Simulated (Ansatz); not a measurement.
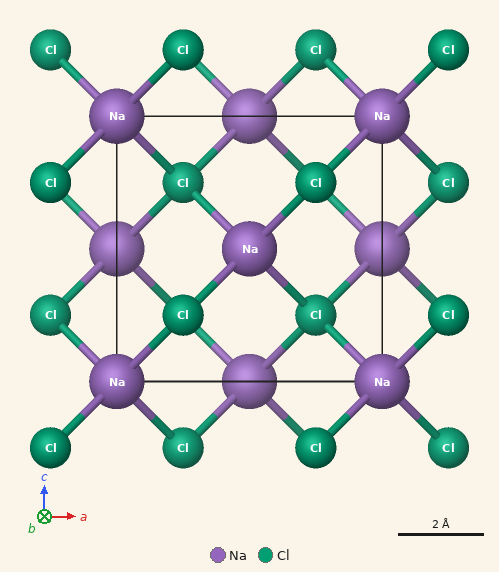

Starting structure of crystalline NaCl (built on the zincblende type). A ball-and-stick model of the conventional cell (4 times the calculation's cell), seen along the b axis. Lengths and directions refer to the drawn axes.

Computed with DFT, r2SCAN, plane waves, PAW in Ansatz.

Input
```yaml
crystal:
  lattice:
    - [0.0, 3.126479197, 3.126479197]
    - [3.126479197, 0.0, 3.126479197]
    - [3.126479197, 3.126479197, 0.0]
  atoms:
    - { symbol: Na, position: [0.0, 0.0, 0.0] }
    - { symbol: Cl, position: [0.25, 0.25, 0.25] }
kpoints:
  mp_grid: { grid: [6, 6, 6] }
hamiltonian:
  xc: r2scan
scf:
  occupations: { method: fermi_dirac, width: 0.02 }
relax:
  f_tol: 0.005
  cell: {}
```

Command:
```bash
ansatz run input.yaml --threads 2 --pin off --max-ram 2211MiB --backend cpu --events-out ev --progress --plain --runs-dir out
```

Question: Where does the relaxation end?

Answer: After 2 accepted moves (3 points after the start) the energy has fallen by 4.5 meV per cell of the calculation. All forces vanish by symmetry, so only the cell relaxes. The pressure goes from −0.63 to 0.02 GPa. At 1 point the geometry stayed and the basis and grid were re-selected for the new cell (energy shift of 0.1 meV per cell of the calculation at most each time). The atoms keep their places relative to the cell (all moves are under 0.005 Å). The volume changes by −3.7 %, with a = b = c 6.253 → 6.175 Å (−1.3 %). Near-neighbour distances that change, for instance: Na1–Cl2 2.708 → 2.674 Å. The space group stays F-43m (No. 216).

Final geometry:

```xyz
2
Lattice="0.0000 3.0873 3.0873 3.0873 0.0000 3.0873 3.0873 3.0873 0.0000" Properties=species:S:1:pos:R:3 pbc="T T T"
Na    0.0000    0.0000    0.0000
Cl    1.5436    1.5436    1.5436
```

After the run, drawn alike:

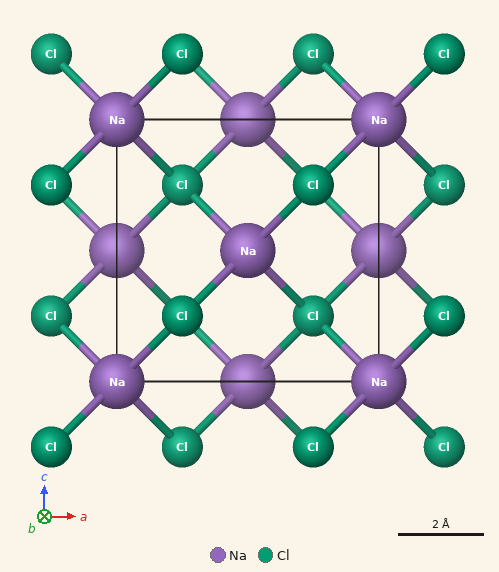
